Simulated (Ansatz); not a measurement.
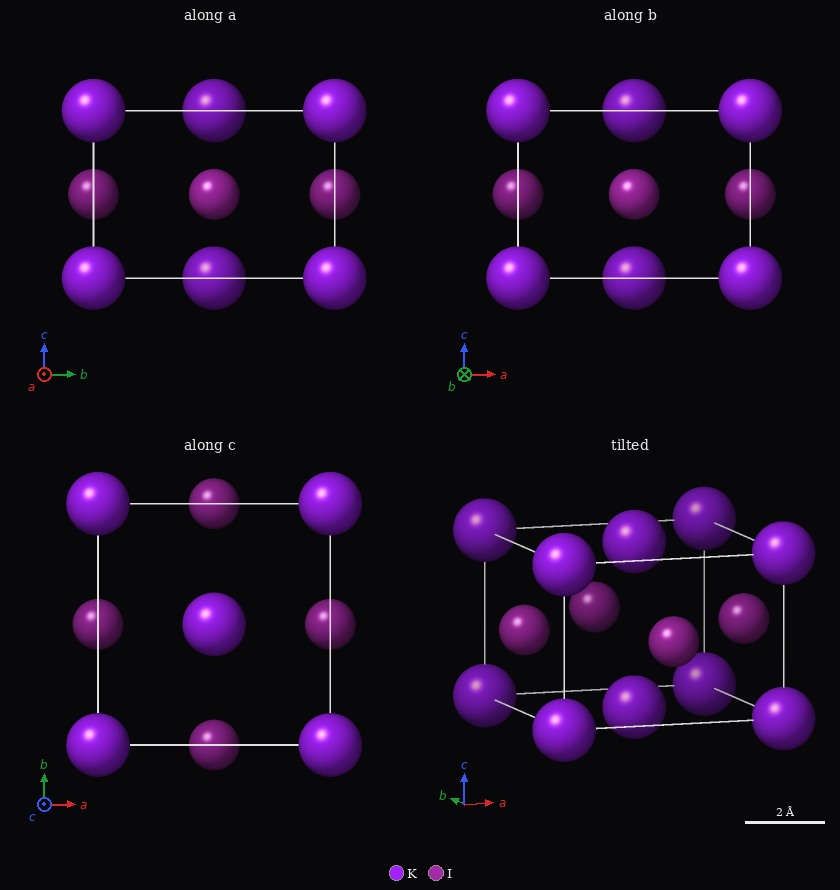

The image is a spheres-only drawing of a crystal, viewed along the a axis, along the b axis, along the c axis and slightly off an axis. The frame is the conventional unit cell; atoms at its boundary are shown with their periodic copies.

Lattice parameters: a = 5.953 Å, b = 6.184 Å, c = 4.291 Å, α = 90.00°, β = 90.00°, γ = 90.00°.

Put the structure into a table of Wyckoff sites.

Answer. Space group Cmmm (No. 65).
```json
{"atom": "K", "site": "2a", "x": "0.0000", "y": "0.0000", "z": "0.0000"}
{"atom": "I", "site": "2c", "x": "0.5000", "y": "0.0000", "z": "0.5000"}
```

Starting structure: a structure type filled with these elements by a generator (whether the compound takes this form wasn't checked). The cell was then strained or its atoms displaced on purpose. It went into a calculation with Ansatz.
